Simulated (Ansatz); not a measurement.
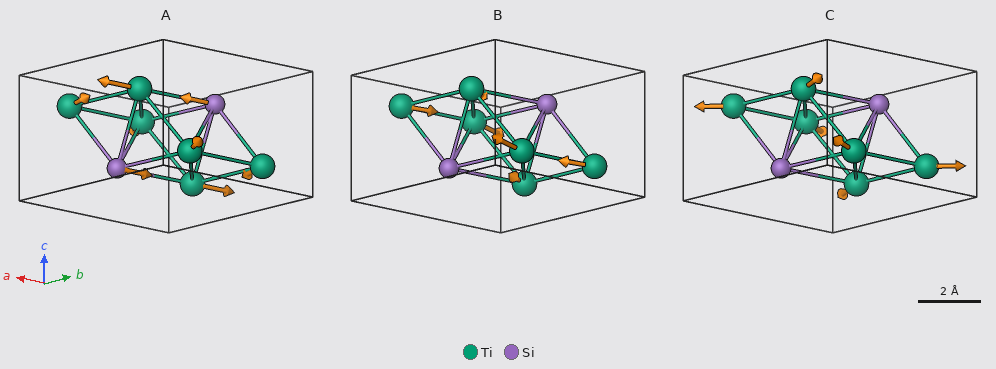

Three optical modes of solid Ti₃Si at the zone centre, in no order (one member of each degenerate set). The orange arrows give the relative displacements of the atoms. Style: ball-and-stick. Shown: the cell of the calculation, from a free direction.

Level of theory: Ansatz 0.2.0, DFT LDA, scalar-relativistic, plane waves, PAW. Set-up: plane-wave cutoff 420 eV; k-point mesh 6 × 6 × 8; occupations fermi dirac; smearing width 0.15 eV; no spin polarisation.

The frequencies depend somewhat on the k-mesh and the smearing.

Order them from the lowest to the highest frequency (imaginary ones first).

Answer. B (77 cm⁻¹), A (191 cm⁻¹), C (288 cm⁻¹). B, E₂g: The Si atoms hardly move; atoms of one kind move against one another, with no net shift of their sublattice. A, E₂g: Atoms of one kind move against one another, with no net shift of any sublattice; the kinetic energy is shared as Ti 81 %, Si 19 %. C, A₁g: The Si atoms stay at rest; atoms of one kind move against one another, with no net shift of their sublattice; of the bonds it mainly stretches Ti–Ti, some lengthening while others shorten. The crystal is metallic in this run.
